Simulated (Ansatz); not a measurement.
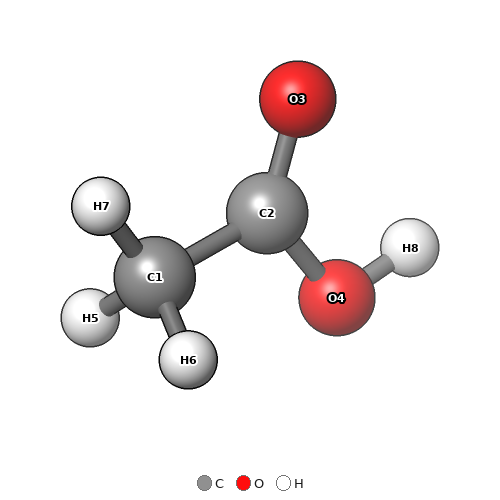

The system is C₂H₄O₂, SMILES CC(=O)O; the picture shows the grid point nearest to the relaxed geometry. Two internal coordinates are moved rigidly from the geometry relaxed at PBE0-D4/def2-TZVP, all others fixed. First axis: bond C1–C2. Second axis: angle C1–C2–O4. The scan uses a 5 × 5 grid. Points are written as (first, second). All energies are given in kcal/mol relative to the lowest grid point. All numbers below come from RKS r2SCAN-D4/def2-TZVPP in Ansatz.

Its coordinates:

| atom | x (Å) | y (Å) | z (Å) |
| --- | --- | --- | --- |
| C | -0.0147 | 0.9300 | -0.2388 |
| C | 0.2819 | -0.4262 | 0.1583 |
| O | 1.3628 | -0.8527 | 0.4584 |
| O | -0.8229 | -1.1958 | 0.1577 |
| H | -0.4536 | 0.9344 | -1.2383 |
| H | -0.7521 | 1.3609 | 0.4411 |
| H | 0.8967 | 1.5215 | -0.2270 |
| H | -0.5412 | -2.0797 | 0.4321 |

Range: bond C1–C2 from 1.316 to 2.093 Å; angle C1–C2–O4 from 87.6 to 135.6°.

What landscape does the calculation give?

The lowest grid point is at (1.444 Å, 111.6°). The bottom of the well lies between grid points, at about (1.501 Å, 111°), about 1.1 kcal/mol lower on the interpolated surface. It is the only kind of minimum in the scanned range. The highest grid point, (2.093 Å, 135.6°), lies 58.8 kcal/mol above the lowest. Round the minimum the two coordinates are nearly uncoupled.

```csv
"angle C1–C2–O4 ↓, bond C1–C2 →",1.316,1.444,1.632,1.851,2.093
135.6,45.9,26.5,25.0,39.1,58.8
123.6,21.7,6.4,9.1,26.5,48.8
111.6,14.5,0.0,3.5,21.6,44.6
99.6,23.4,7.0,8.1,24.3,46.0
87.6,53.3,31.3,25.8,36.3,53.9
```

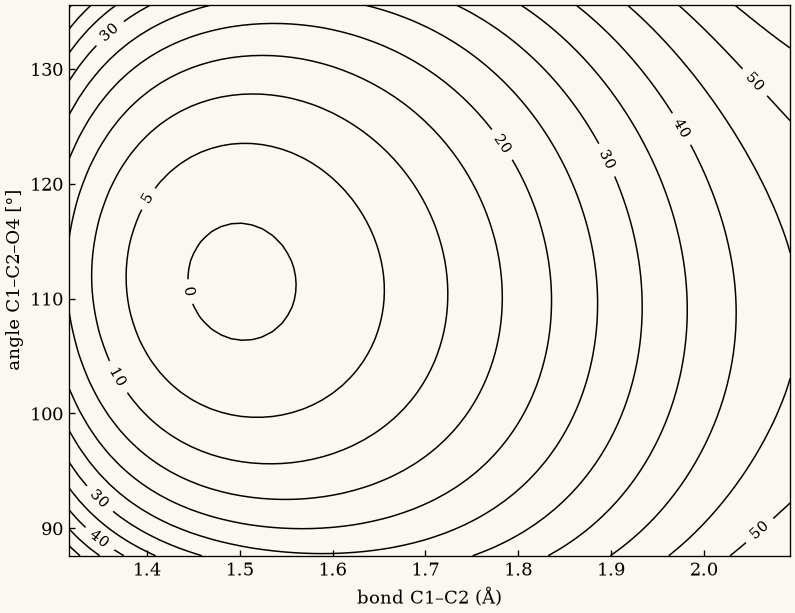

The picture shows contour lines labelled in kcal/mol. Between grid points the surface is interpolated.
